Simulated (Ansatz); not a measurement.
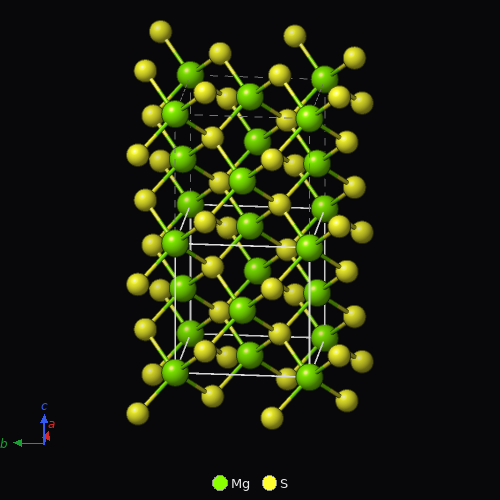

The compound is MgS (space group F-43m, No. 216), taken as the geometry relaxed with DFT PBEsol, scalar-relativistic, plane waves, PAW in Ansatz 0.2.0.

Bonds are taken as Mg–S below 2.8 Å; no other contact counts. The graph is simplified in the usual way: terminal and isolated atoms are pruned, two-connected atoms become edges.

### What kind of net remains, and which atoms are its nodes?

A uninodal 4-connected, three-periodic net: Mg and S are 4-connected nodes.

### Name the underlying net.

It is the dia net, known from diamond, zinc blende and cristobalite.

### Is the net interpenetrated?

It is a single net, without interpenetration.

### Give the point symbol of each node (shortest cycle at each angle).

Mg and S: 6⁶.

### Give the first ten terms of the coordination sequence (nodes one, two, three … edges away).

Mg and S: 4, 12, 24, 42, 64, 92, 124, 162, 204, 252.
